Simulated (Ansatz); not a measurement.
# Calculations on Sn

## 1. Scan

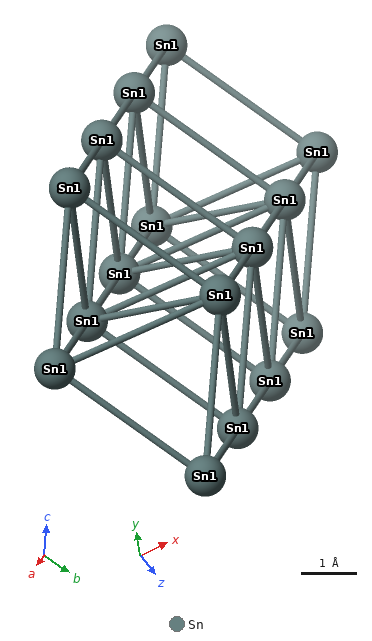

Energy scan for a crystal of Sn (Immm), in which the cell is strained in shear in the xz plane, with the atoms kept at their fractional coordinates. x, y and z are the Cartesian axes of the input. The picture shows the reference cell. Style: ball-and-stick. Shown: the cell of the calculation, repeated 3 × 1 × 1 with one cell outlined, slightly off an axis.

The calculation used DFT PBEsol, scalar-relativistic, plane waves, PAW in Ansatz 0.2.0. Set-up: plane-wave cutoff 420 eV; k-point mesh 20 × 20 × 20; occupations gaussian; smearing width 0.15 eV; no spin polarisation. Energies (free energies at the smearing named) are counted from the cell as listed in its source, which wasn't relaxed.

The input:
```yaml
crystal:
  lattice:
    - [-1.726539, 1.775547, 2.338342]
    - [1.726539, -1.775547, 2.338342]
    - [1.726539, 1.775547, -2.338342]
  atoms:
    - { symbol: Sn, position: [0.0, 0.0, 0.0] }
basis:
  ecutwfc: 420
kpoints:
  mp_grid: { grid: [20, 20, 20] }
hamiltonian:
  xc: pbesol
scf:
  occupations: { method: gaussian, width: 0.15 }
output:
  forces: true
  stress: true
  eigenvalues: true
```

Command:
```bash
ansatz run input.yaml --threads 1 --pin off --max-ram 2560MiB --backend cpu --events-out ev --progress --plain --runs-dir out
```

Question: Give the energy at each point (the strain: −0.1500, −0.1125, −0.0750, −0.0375, 0.0000, 0.0187, 0.0375, 0.0562, 0.0750, 0.0937, 0.1125, 0.1312, 0.1500).

Answer:
```
engineering shear strain  energy change (meV/atom)
                 −0.1500                      23.8
                 −0.1125                      12.6
                 −0.0750                       5.4
                 −0.0375                       1.3
                  0.0000                       0.0
                  0.0187                       0.3
                  0.0375                       1.3
                  0.0562                       3.0
                  0.0750                       5.4
                  0.0937                       8.5
                  0.1125                      12.6
                  0.1312                      17.7
                  0.1500                      23.8
```

Points that are alike by symmetry were computed once.

Of the computed points the lowest is at the strain 0.00, 0.0 meV/atom. At the ends of the scan the energy is 23.8 meV/atom (−0.15) and 23.8 meV/atom (0.15). The unrelaxed reference is under a pressure of −3.6 GPa. The distortion takes the space group from Immm to C2/m. At the strain −0.15 the cell of the drawing goes a 3.406 → 3.586 Å, b 3.406 → 3.231 Å, c 3.406 → 3.586 Å, α 119.1° → 119.2°, β 117.2° → 120.6°, γ 93.3° → 93.2°.

As a plot (hollow markers are points alike by symmetry):

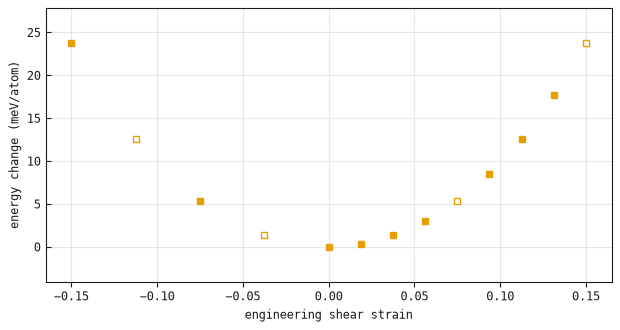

## 2. Scan

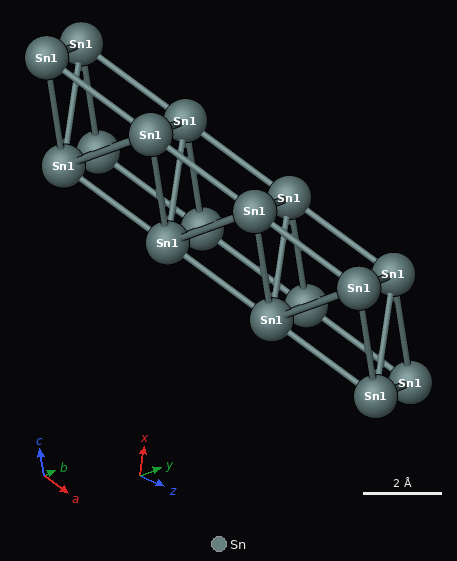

A scan of a crystal of Sn (Immm): the cell is strained equally along x and y and separately along z, with the atoms kept at their fractional coordinates. x, y and z are the Cartesian axes of the input. The picture shows the reference cell. A ball-and-stick model of the cell of the calculation, repeated 3 × 1 × 1 with one cell outlined, seen slightly off an axis.

Level of theory: Ansatz 0.2.0, DFT PBEsol, scalar-relativistic, plane waves, PAW. (plane-wave cutoff 420 eV; k-point mesh 20 × 20 × 20; occupations gaussian; smearing width 0.15 eV; no spin polarisation). Energies (free energies at the smearing named) are counted from the cell as listed in its source, which wasn't relaxed.

```xyz
1
Lattice="-1.7265 1.7755 2.3383 1.7265 -1.7755 2.3383 1.7265 1.7755 -2.3383" Properties=species:S:1:pos:R:3 pbc="T T T"
Sn    0.0000    0.0000    0.0000
```

What energies does the calculation give on a grid with rows −0.050, −0.025, 0.000, 0.025, 0.050 and columns −0.050, −0.025, 0.000, 0.025, 0.050 (strain along x and y; strain along z)?

Answer. Rows: strain along x and y; columns: strain along z; values in meV/atom.

```
        −0.050  −0.025  0.000  0.025  0.050
−0.050     2.7   −12.9  −22.0  −25.1  −22.8
−0.025   −24.3   −25.5  −21.8  −13.2   −0.6
 0.000   −24.1   −14.3    0.0   18.2   39.7
 0.025    −0.8    17.9   40.5   66.4   95.1
 0.050    40.7    66.8   96.3  128.4  162.9
```

In pairs of (strain along x and y; strain along z): the lowest computed point lies at (−0.025, −0.025) (−25.5 meV/atom), the highest at (0.050, 0.050) (162.9 meV/atom). The valley is tilted: raising the in-plane strain is made harder by raising the strain along z (cross term 1.00 of the geometric mean of the two curvatures). Over the ranges scanned the energy rises more along the first axis, the in-plane strain. The pressure runs from −7.3 GPa at (0.050, 0.050) to 5.0 GPa at (−0.050, −0.050).

As a map, interpolated between the computed points (dots):

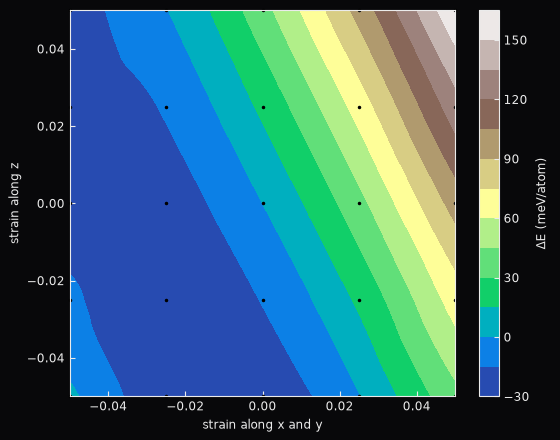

## 3. Energy map

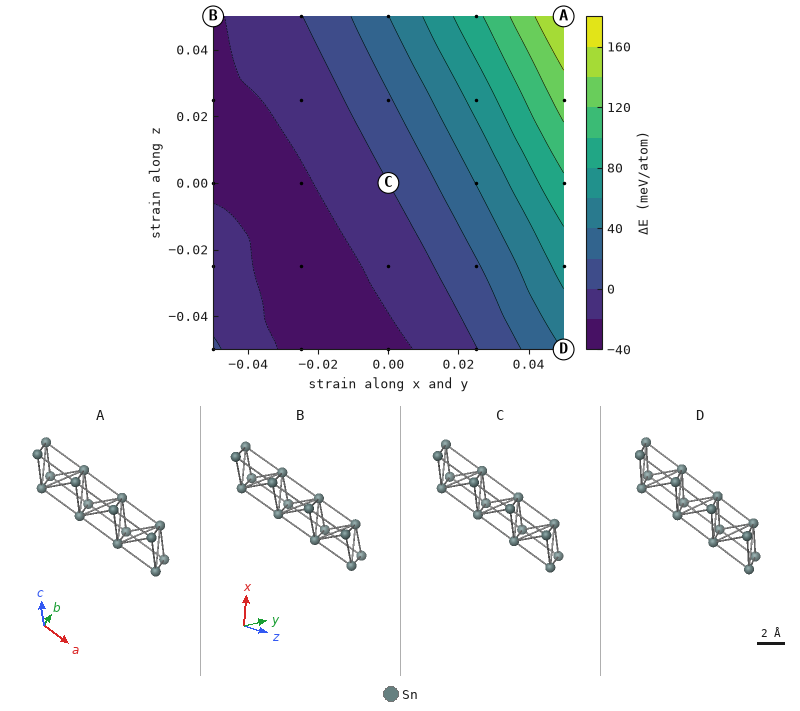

Energy scan for a crystal of Sn (Immm), in which the cell is strained equally along x and y and separately along z, with the atoms kept at their fractional coordinates. x, y and z are the Cartesian axes of the input. The map is interpolated between the computed points (dots). The lettered frames are marked on it. The picture is a ball-and-stick view of the cell of the calculation, repeated 3 × 1 × 1 with one cell outlined, seen slightly off an axis.

Theory: DFT PBEsol, scalar-relativistic, plane waves, PAW in Ansatz 0.2.0. (plane-wave cutoff 420 eV; k-point mesh 20 × 20 × 20; occupations gaussian; smearing width 0.15 eV; no spin polarisation). Energies (free energies at the smearing named) are counted from the cell as listed in its source, which wasn't relaxed.

**Describe the energy landscape.**

In pairs of (strain along x and y; strain along z): the lowest computed point lies at (−0.025, −0.025) (−25.5 meV/atom), the highest at (0.050, 0.050) (162.9 meV/atom). The valley is tilted: raising the in-plane strain is made harder by raising the strain along z (cross term 1.00 of the geometric mean of the two curvatures). Over the ranges scanned the energy rises more along the first axis, the in-plane strain. The pressure runs from −7.3 GPa at (0.050, 0.050) to 5.0 GPa at (−0.050, −0.050). The frames lie at A (0.050, 0.050): 162.9 meV/atom, B (−0.050, 0.050): −22.8 meV/atom, C (0.000, 0.000): 0.0 meV/atom, D (0.050, −0.050): 40.7 meV/atom.
